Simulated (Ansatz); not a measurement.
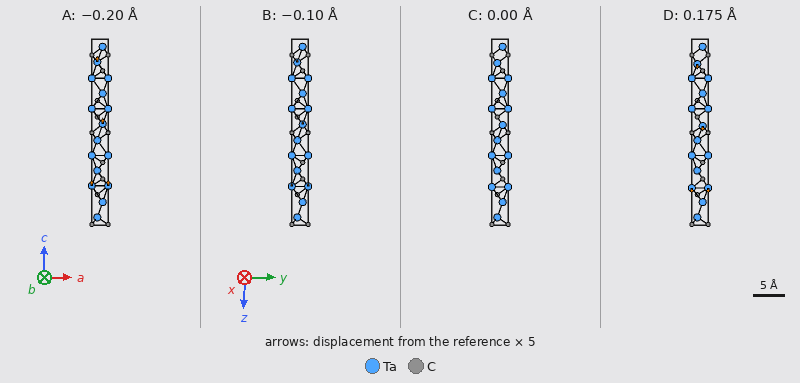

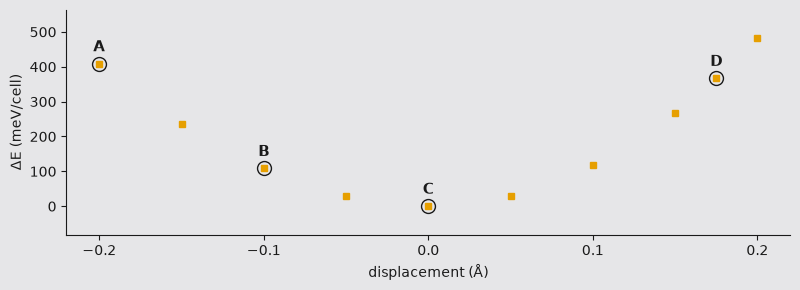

Energy scan for a crystal of Ta4C3 (R3m), in which a Ta atom (one in each cell of 7 atoms) is moved along Cartesian [0 0 1], all else fixed. The lettered frames are marked on the plot. A ball-and-stick model of the conventional cell (3 times the calculation's cell), seen along the b axis. Orange arrows: displacements from the reference. Lengths and directions refer to the drawn axes.

Level of theory: DFT PBEsol, scalar-relativistic, plane waves, PAW in Ansatz 0.2.0. (plane-wave cutoff 420 eV; k-point mesh 12 × 12 × 12; occupations gaussian; smearing width 0.15 eV; no spin polarisation). Energies (free energies at the smearing named) are counted from the relaxed crystal.

Read off the main features of the energy profile.

Answer. Of the computed points the lowest is at the displacement 0.00 Å, 0 meV/cell. At the ends of the scan the energy is 409 meV/cell (−0.20 Å) and 482 meV/cell (0.20 Å). The curvature at zero is about 23 eV/Å². The well is lopsided: at ±0.200 Å the energy is 1.2 times higher on the positive side. At the highest point the shortest interatomic distance is 2.08 Å, against 2.14 Å in the reference. The distortion keeps the space group R3m.
